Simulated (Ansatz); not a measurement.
Cell and atoms:

```
W S
1.0
     3.00432    0.00000    0.00000
    -1.50216    2.72441    0.00000
     0.00000    0.00000   23.56746
W S
2 4
Direct
  0.33333 0.66667 0.63458
  0.66667 0.33333 0.36542
  0.33333 0.66667 0.29895
  0.66667 0.33333 0.56805
  0.33333 0.66667 0.43195
  0.66667 0.33333 0.70105
```

### Work out the structure from the coordinates.

Its composition is WS2. Counting shared atoms by their share gives 2 W, 4 S, or 6 atoms. The coordination shell of W holds six S in a trigonal prismatic arrangement at 2.35 to 2.40 Å. The coordination shell of S holds three W in a trigonal pyramidal arrangement at 2.35 to 2.40 Å. Not all metal-metal contacts are counted. The bonds build WS2 layers parallel to (001).

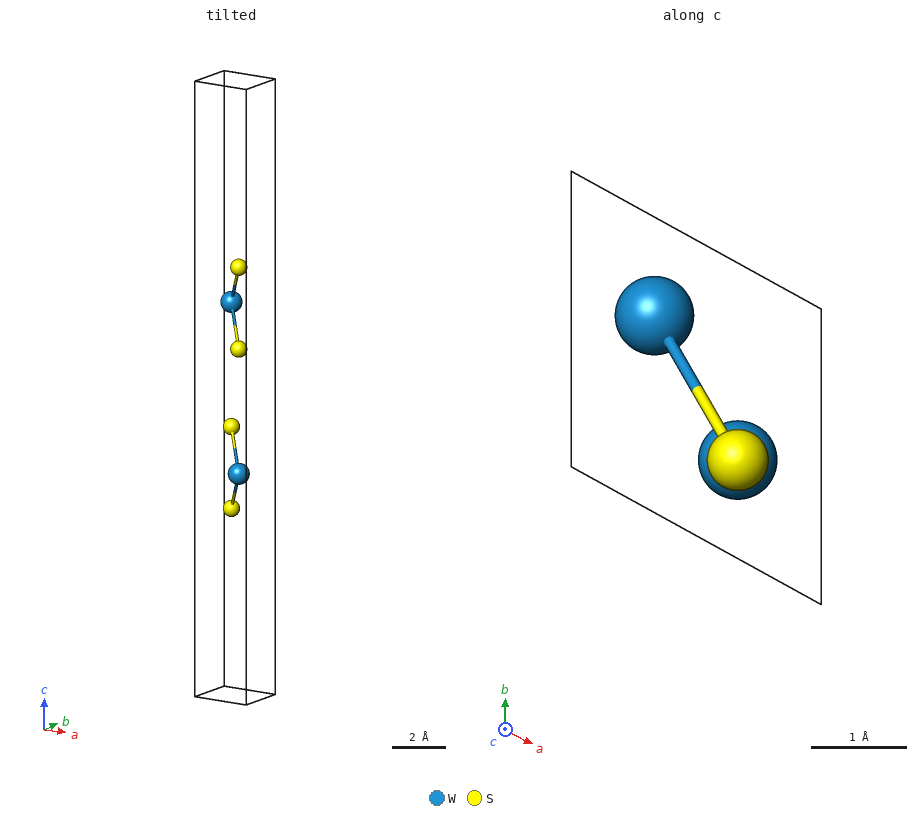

The figure gives a ball-and-stick picture of the atoms, viewed slightly off an axis and along the c axis. The frame is the simulation cell; atoms at its boundary are shown with their periodic copies.

It goes back to a structure listed in the Materials Project. The cell was then strained or its atoms displaced on purpose. It went into a calculation with Ansatz.

At this level of theory the cell isn't at rest (compressed, at 5 GPa), so its distances can differ from those at equilibrium, the more so the softer the solid.
